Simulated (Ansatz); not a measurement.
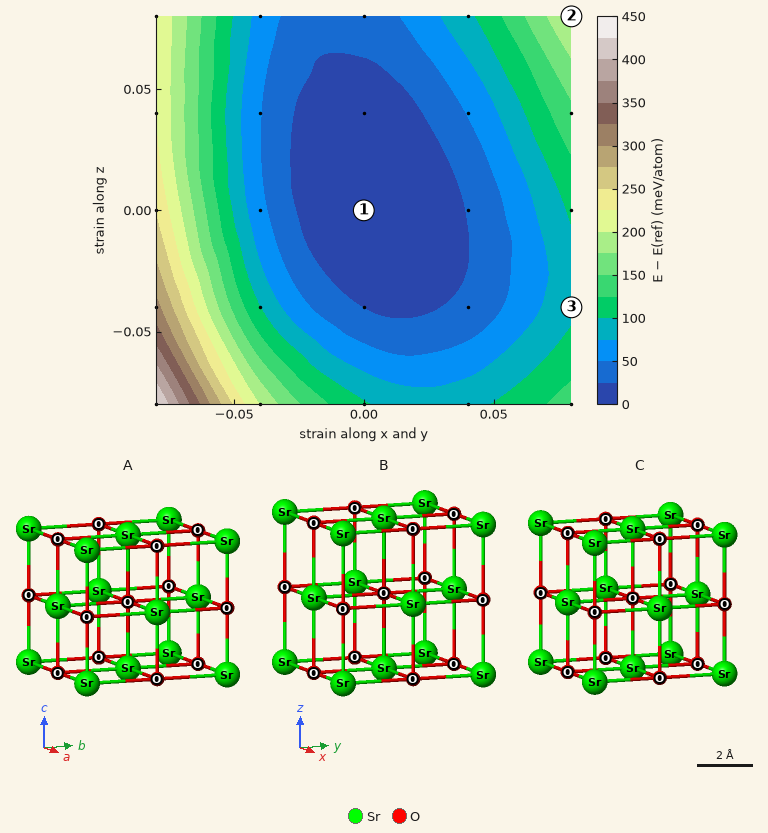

Solid SrO (Fm-3m): the cell is strained equally along x and y and separately along z, with the atoms kept at their fractional coordinates. x, y and z are the Cartesian axes of the input. The map is interpolated between the computed points (dots). The frames are shuffled; each belongs to one numbered point. A ball-and-stick model of the conventional cell (4 times the calculation's cell), seen slightly off an axis. Lengths and directions refer to the drawn axes.

Method: DFT r2SCAN, scalar-relativistic, plane waves, PAW in Ansatz 0.2.0. Set-up: plane-wave cutoff 500 eV; k-point mesh 8 × 8 × 8; occupations gaussian; smearing width 0.05 eV; no spin polarisation. Energies (free energies at the smearing named) are counted from the cell as listed in its source, which wasn't relaxed.

Which frame belongs to which numbered point?

Point 1 is frame C, at (0.000, 0.000) and 0 meV/atom; 2 is frame B, at (0.080, 0.080) and 201 meV/atom; 3 is frame A, at (0.080, −0.040) and 94 meV/atom. In pairs of (strain along x and y; strain along z): the lowest computed point lies at (0.000, 0.000) (0 meV/atom), the highest at (−0.080, −0.080) (427 meV/atom). The valley is tilted: raising the in-plane strain is made harder by raising the strain along z (cross term 0.30 of the geometric mean of the two curvatures). Over the ranges scanned the energy rises more along the first axis, the in-plane strain. The pressure runs from −12.6 GPa at (0.080, 0.080) to 44.0 GPa at (−0.080, −0.080).
